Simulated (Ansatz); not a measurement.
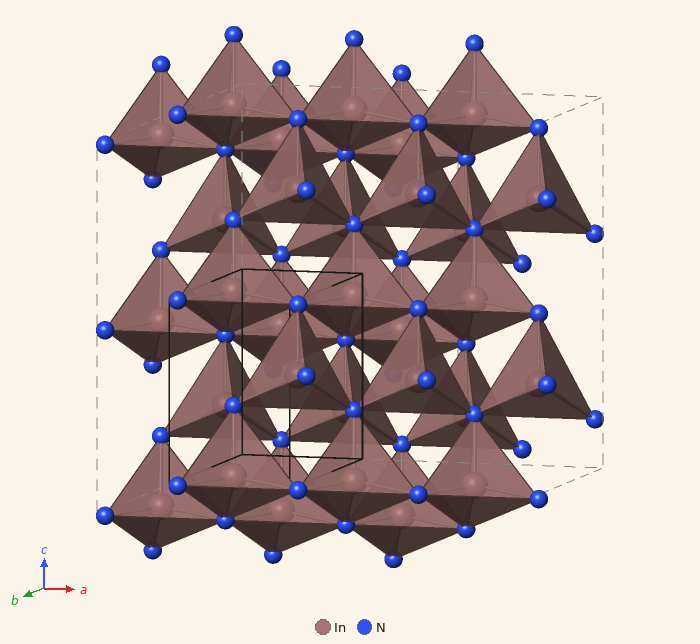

Polyhedra are drawn about In (bonds: In–N below 2.4 Å); other atoms are plain spheres.

System InN (space group P6_3mc, No. 186); source of the atomic positions: the geometry relaxed at fixed volume with DFT PBE, scalar-relativistic, plane waves, PAW (Ansatz).

Sharing among the drawn polyhedra:

```
site        polyhedron  corner-sharing neighbours  edge-sharing  face-sharing   bond (Å)
  In  InN4 tetrahedron                         12             0             0  2.09–2.10
```

They form a three-dimensional framework of corner-sharing tetrahedra.
